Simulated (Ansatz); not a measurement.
Geometry relaxation, with input and output: Mo$_{14}$S$_{27}$ (part 3 of 3)

The same run, continued: Mo$_{14}$S$_{27}$ (defect cell, 41 atoms in the cell); DFT r2SCAN, scalar-relativistic, plane waves, PAW, no spin polarisation (Ansatz 0.2.0); cutoff 500 eV, 2×2×2 k-mesh, Gaussian smearing of 0.01 eV. The structure derives from a Materials Project entry. It belongs to a series of runs on one base structure; here: S vacancy (site f), charge +0, atoms relaxed at the host's cell.

### Output, continued
```
  k-point 7: bands = ["-53.9940", "-53.9934", "-53.9874", "-53.9767", "-53.9760", "-53.9758", "-53.9728", "-53.9655", "-53.9627", "-53.9619", "-53.9403", "-53.9235", "-53.9223", "-53.8875", "-27.5899", "-27.5768", "-27.5368", "-27.5366", "-27.5330", "-27.4967", "-27.4805", "-27.4801", "-27.4511", "-27.4134", "-27.3783", "-27.3776", "-27.3735", "-27.3728", "-27.3683", "-27.3481", "-27.3387", "-27.3379", "-27.3322", "-27.3294", "-27.3187", "-27.3180", "-27.3169", "-27.3165", "-27.3106", "-27.3098",
      "-27.3019", "-27.2918", "-27.2858", "-27.2847", "-27.2763", "-27.2709", "-27.2701", "-27.2696", "-27.2667", "-27.2321", "-27.2264", "-27.2259", "-27.2238", "-27.2115", "-27.1495", "-27.1240", "-5.4502", "-5.4497", "-5.4078", "-5.2869", "-4.6532", "-4.6447", "-4.6438", "-4.5166", "-4.3529", "-4.3509", "-4.3124", "-4.2401", "-4.0430", "-4.0405", "-4.0366", "-4.0310", "-4.0165", "-3.9316", "-3.8813", "-3.8753", "-3.8720", "-3.8248", "-3.8212", "-3.7517",
      "-3.7275", "-3.7267", "-3.6747", "2.8125", "2.9312", "3.3676", "3.4062", "3.4119", "3.4122", "3.4152", "3.4300", "3.4326", "3.4347", "3.4472", "3.4654", "3.4751", "3.4893", "3.5559", "3.5964", "3.6800", "3.8258", "3.8863", "4.0922", "4.4370", "4.4503", "4.4736", "4.5913", "4.6288", "4.6775", "4.7401", "4.7457", "4.7954", "4.8173", "4.8305", "4.8528", "5.0171", "5.0516", "5.1118", "5.1172", "5.1969",
      "5.2834", "5.4528", "5.4946", "5.5769", "5.5902", "5.6166", "5.6475", "5.6665", "5.6723", "5.6750", "5.7030", "5.7185", "5.7639", "5.8020", "5.8543", "5.8682", "6.0755", "6.1108", "6.3173", "6.3179", "6.3286", "6.3972", "6.4596", "6.5204", "6.5208", "6.5538", "6.8071", "6.8114", "6.8308", "6.8492", "6.9056", "7.0094", "7.0337", "7.0631", "7.0952", "7.2342", "7.2698", "7.2913", "7.3149", "7.6019",
      "7.6649", "7.7084", "7.7392", "7.7407", "7.9186", "7.9239", "7.9336", "7.9743", "8.1693", "8.1976", "8.4180", "8.4659", "8.5210", "8.5222", "8.5285", "8.5379", "8.5554", "8.6260", "8.8337", "10.1069", "10.2404", "10.9266", "10.9266", "10.9364", "11.0252", "11.0667", "11.0758", "11.1406", "11.1900", "11.1931", "11.2036", "11.2452", "11.2882", "11.3536", "11.3908", "11.4015", "11.4497", "11.4818", "11.5304", "11.5415",
      "11.5852", "11.6250", "11.7032", "11.7196", "11.7382", "11.8122", "11.8372", "12.0997", "12.1270", "12.1804", "12.2009", "12.2336", "12.3281", "12.3405", "12.3561", "12.3915", "12.4074", "12.4370", "12.4480", "12.5919"]
--- Relaxed structure (4 steps of the walk, 4 accepted, 0 SCFs on fresh bases) ---
  F+E_penalty+E_count = -94041.45895059 eV   max|allowed force component| = 7.587e-3 eV/Å
  atoms:
    - { symbol: Mo, position: [0.6665563312749696, 0.3335523325716782, 0.24987152219806227] }
    - { symbol: Mo, position: [0.8094030885793478, 0.7621052415423532, 0.25023732235770113] }
    - { symbol: Mo, position: [0.38089190087416513, 0.47641213876452154, 0.25025579680982185] }
    - { symbol: Mo, position: [0.9522625285934205, 0.1907175244567905, 0.2502375130467423] }
    - { symbol: Mo, position: [0.5237010351032034, 0.9050295794335467, 0.25026028108744763] }
    - { symbol: Mo, position: [0.09507892444940182, 0.6192268026829633, 0.25025561617444236] }
    - { symbol: Mo, position: [0.23800175893304995, 0.04784890821200407, 0.2502292849421519] }
    - { symbol: Mo, position: [0.48024997536127567, 0.10133515169821387, 0.7510754939420113] }
    - { symbol: Mo, position: [0.620372595556279, 0.519737437440706, 0.7510132614262511] }
    - { symbol: Mo, position: [0.19299207836547574, 0.23977543019445674, 0.7488738093914814] }
    - { symbol: Mo, position: [0.7603323075195958, 0.9541029852382026, 0.7488556311662402] }
    - { symbol: Mo, position: [0.3331343887045928, 0.666954679708243, 0.7468132715662694] }
    - { symbol: Mo, position: [0.8986091272780774, 0.37969037225002855, 0.7510322440615974] }
    - { symbol: Mo, position: [0.045985576831365726, 0.8071221303936273, 0.748882287498732] }
    - { symbol: S, position: [0.8071823058270937, 0.7560937460861958, 0.6303935032466226] }
    - { symbol: S, position: [0.3873856907503087, 0.47355608410584527, 0.6291709481942447] }
    - { symbol: S, position: [0.948131057990779, 0.19290329203729836, 0.6303662706103043] }
    - { symbol: S, position: [0.5264739575212316, 0.9145796953727061, 0.629172832422721] }
    - { symbol: S, position: [0.08551059239014824, 0.6127348087047653, 0.6292094708110149] }
    - { symbol: S, position: [0.24400505659672608, 0.0519250128558687, 0.6304214866125855] }
    - { symbol: S, position: [0.47631221864829193, 0.09581001178584445, 0.3696263317204442] }
    - { symbol: S, position: [0.6190555119629413, 0.5237857286935402, 0.36963022387244826] }
    - { symbol: S, position: [0.19037961422809024, 0.2383245989495178, 0.3697899681135189] }
    - { symbol: S, position: [0.7617934773133644, 0.9526112355795231, 0.36979619352773596] }
    - { symbol: S, position: [0.333222932678409, 0.6668873800140706, 0.3698367123595177] }
    - { symbol: S, position: [0.9043013996005566, 0.38106421504967847, 0.3696314675705774] }
    - { symbol: S, position: [0.047502406305153094, 0.8097353392671566, 0.36979227226919753] }
    - { symbol: S, position: [0.6664201331855868, 0.3336054040634144, 0.8705090193940976] }
    - { symbol: S, position: [0.806794956310176, 0.7604157938045838, 0.8685632190458157] }
    - { symbol: S, position: [0.3838300611083383, 0.47937131295889934, 0.8678604587752992] }
    - { symbol: S, position: [0.9528000159705865, 0.19325940923871707, 0.8685796359343902] }
    - { symbol: S, position: [0.5207089359918653, 0.9051811972814613, 0.867884200698711] }
    - { symbol: S, position: [0.09483595511148167, 0.6163019232558089, 0.8678384615529717] }
    - { symbol: S, position: [0.23959945525989548, 0.04726554965823485, 0.8686107542589446] }
    - { symbol: S, position: [0.47593122607934485, 0.09526037157764101, 0.13054550165424975] }
    - { symbol: S, position: [0.6188990947334128, 0.5241800228090175, 0.13054835784468513] }
    - { symbol: S, position: [0.1903680001046493, 0.2383385933993058, 0.13070120246985015] }
    - { symbol: S, position: [0.7617806600339401, 0.9525965624802321, 0.13071114392222202] }
    - { symbol: S, position: [0.3332244291009301, 0.6668868757004712, 0.1307542123720386] }
    - { symbol: S, position: [0.9048418518200115, 0.38122407461896035, 0.1305472414075699] }
    - { symbol: S, position: [0.04751748045246412, 0.8097412924639046, 0.13069763186926517] }
```

### Trajectory as extended XYZ (Å, eV, eV/Å), 2 of the 4 frames kept, from step=1 to step=4
```
41
Lattice="-1.5921 -8.2730 0.0000 7.9607 2.7577 0.0000 0.0000 0.0000 12.9904" Properties=species:S:1:pos:R:3:forces:R:3 step=1 energy=-94041.07319
Mo    1.5921   -4.5961    3.2476   -0.0012   0.0013  -0.0265
Mo    4.7764   -4.5961    3.2476    0.0001   0.0044   0.0113
Mo    3.1843   -1.8384    3.2476    0.0001  -0.0055   0.0051
Mo    0.0000   -7.3538    3.2476    0.0015   0.0022   0.0097
Mo    6.3685   -1.8384    3.2476    0.0051   0.0008   0.0065
Mo    4.7764    0.9192    3.2476   -0.0039   0.0024   0.0037
Mo    0.0000   -1.8384    3.2476   -0.0011  -0.0041   0.0089
Mo    0.0799   -3.6340    9.6501   -0.8136  -1.3090   2.2944
Mo    3.1838   -3.6396    9.6996   -0.4076  -1.0698   1.4696
Mo    1.5921   -0.9192    9.7428    0.0785  -0.2046  -0.0098
Mo    6.3685   -3.6769    9.7428    0.4588   0.2522  -0.0279
Mo    4.7764   -0.9192    9.7428   -0.0019   0.1676   0.1315
Mo    1.6081   -6.4280    9.7431   -0.1957   0.4054   0.2697
Mo    6.3685    1.8384    9.7428   -0.3590   0.2531  -0.0099
S     4.7764   -4.5961    8.1901   -0.3679  -0.0343  -0.1709
S     3.1843   -1.8384    8.1901   -0.2745  -0.0380  -0.3816
S     0.0000   -7.3538    8.1901    0.2031   0.4508   0.0489
S     6.3685   -1.8384    8.1901    0.6237   0.0024  -0.1524
S     4.7764    0.9192    8.1901   -0.1734   0.4172  -0.0487
S     0.0000   -1.8384    8.1901    0.4071   0.2578  -0.6573
S     0.0000   -3.6769    4.8003    0.0103  -0.0052   0.0073
S     3.1843   -3.6769    4.8003   -0.0098  -0.0056   0.0085
S     1.5921   -0.9192    4.8003    0.0002  -0.0037   0.0032
S     6.3685   -3.6769    4.8003    0.0032   0.0014   0.0028
S     4.7764   -0.9192    4.8003    0.0000   0.0003   0.0045
S     1.5921   -6.4345    4.8003   -0.0007   0.0119   0.0070
S     6.3685    1.8384    4.8003   -0.0026   0.0009   0.0023
S     1.5921   -4.5961   11.2955    0.2117   0.3131  -1.2066
S     4.7764   -4.5961   11.2955   -0.3274   0.2978  -0.2640
S     3.1843   -1.8384   11.2955    0.1203  -0.1918  -0.1476
S     0.0000   -7.3538   11.2955    0.3040   0.1423  -0.0989
S     6.3685   -1.8384   11.2955    0.6166   0.3678  -0.6314
S     4.7764    0.9192   11.2955   -0.1718  -0.0177  -0.0316
S     0.0000   -1.8384   11.2955    0.0658  -0.4650  -0.3954
S     0.0000   -3.6769    1.6949    0.0016  -0.0008  -0.0016
S     3.1843   -3.6769    1.6949   -0.0003   0.0001  -0.0054
S     1.5921   -0.9192    1.6949    0.0002   0.0022  -0.0040
S     6.3685   -3.6769    1.6949   -0.0026  -0.0005  -0.0058
S     4.7764   -0.9192    1.6949   -0.0005  -0.0007  -0.0064
S     1.5921   -6.4345    1.6949    0.0006   0.0016  -0.0069
S     6.3685    1.8384    1.6949    0.0026  -0.0007  -0.0049
41
Lattice="-1.5921 -8.2730 0.0000 7.9607 2.7577 0.0000 0.0000 0.0000 12.9904" Properties=species:S:1:pos:R:3:forces:R:3 step=4 energy=-94041.45895
Mo    1.5941   -4.5946    3.2459    0.0001   0.0001   0.0013
Mo    4.7782   -4.5945    3.2507    0.0001  -0.0003  -0.0003
Mo    3.1861   -1.8373    3.2509   -0.0003   0.0001   0.0003
Mo    0.0021   -7.3521    3.2507   -0.0005   0.0000  -0.0003
Mo    6.3708   -1.8368    3.2510    0.0002   0.0001  -0.0004
Mo    4.7781    0.9210    3.2509   -0.0001  -0.0002   0.0002
Mo    0.0020   -1.8370    3.2506    0.0003   0.0000   0.0005
Mo    0.0421   -3.6936    9.7568    0.0034   0.0013   0.0022
Mo    3.1497   -3.6991    9.7560    0.0037   0.0011   0.0076
Mo    1.6015   -0.9354    9.7282   -0.0043  -0.0001  -0.0005
Mo    6.3847   -3.6591    9.7279   -0.0021   0.0012   0.0021
Mo    4.7790   -0.9168    9.7014    0.0001  -0.0007   0.0006
Mo    1.5919   -6.3871    9.7562   -0.0007  -0.0055   0.0024
Mo    6.3520    1.8453    9.7283   -0.0042  -0.0022  -0.0008
S     4.7339   -4.5927    8.1891   -0.0004  -0.0006  -0.0043
S     3.1531   -1.8989    8.1732    0.0017   0.0022  -0.0002
S     0.0261   -7.3119    8.1887    0.0020  -0.0006   0.0001
S     6.4424   -1.8334    8.1732    0.0007   0.0005   0.0023
S     4.7416    0.9823    8.1737    0.0010   0.0030  -0.0021
S     0.0249   -1.8755    8.1894    0.0011   0.0008  -0.0039
S     0.0044   -3.6763    4.8016    0.0003   0.0000   0.0000
S     3.1841   -3.6770    4.8016    0.0003   0.0003  -0.0003
S     1.5941   -0.9178    4.8037   -0.0001   0.0001   0.0000
S     6.3705   -3.6753    4.8038   -0.0001   0.0002  -0.0002
S     4.7783   -0.9177    4.8043   -0.0001   0.0001   0.0004
S     1.5938   -6.4304    4.8017    0.0001   0.0004  -0.0006
S     6.3704    1.8400    4.8037    0.0004  -0.0003  -0.0002
S     1.5947   -4.5933   11.3083   -0.0003   0.0006  -0.0042
S     4.7689   -4.5776   11.2830   -0.0018  -0.0028   0.0028
S     3.2050   -1.8535   11.2739   -0.0005   0.0015  -0.0015
S     0.0215   -7.3495   11.2832   -0.0012   0.0002   0.0013
S     6.3768   -1.8116   11.2742    0.0014   0.0009  -0.0020
S     4.7552    0.9150   11.2736   -0.0009   0.0005   0.0017
S    -0.0052   -1.8519   11.2836    0.0006  -0.0022   0.0013
S     0.0006   -3.6747    1.6958    0.0003   0.0001  -0.0006
S     3.1875   -3.6746    1.6959    0.0001   0.0003  -0.0009
S     1.5942   -0.9177    1.6979   -0.0001   0.0001  -0.0006
S     6.3704   -3.6753    1.6980   -0.0003  -0.0001  -0.0015
S     4.7783   -0.9177    1.6985    0.0003   0.0001  -0.0008
S     1.5942   -6.4344    1.6959   -0.0003  -0.0003  -0.0009
S     6.3704    1.8399    1.6978    0.0001   0.0002  -0.0002
```

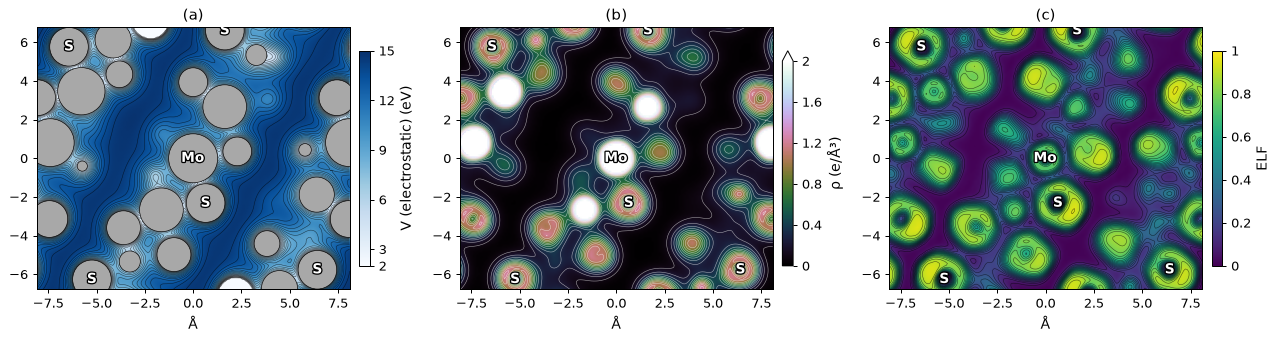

Figure 1. (a) electrostatic potential energy of an electron; (b) valence electron density; (c) electron localisation function on the (111) plane of the calculation cell. Grey discs, where drawn, cover atomic cores. Atoms in the plane: Mo and S. Mo–S (2.41 Å): the density is about 0.62 e/Å³ at the midpoint; the ELF is about 0.45 at the midpoint. Away from the nuclei the density in this plane falls to 0.008 e/Å³ at its lowest. The strong features right at Mo lie inside the PAW spheres (semicore, d or f shells) and say nothing about bonding. Outside the cores the potential energy rises away from the atoms and is highest about 2.1 Å from the nearest atoms; outside the discs it spans about 12 eV, and its zero is arbitrary. In a PAW calculation such maps are meaningful between the atoms, not at the nuclei.

### Results in brief

| quantity | value |
| --- | --- |
| outcome | converged |
| electrons treated | 358 |
| free energy | −94041.4590 eV |
| Fermi energy | 9.765 eV |
| gap on the k-point mesh | 0.68 eV |
| final volume | 798.49 Å³ |
| largest force (length of the vector) at the end | 0.009 eV/Å |
| hardware | 8 threads of AMD EPYC (Zen 3), 189 GiB of memory available, shared host |
| wall time | 3.7 min (CPU time 25 min) |
| peak memory | 8.6 GiB |
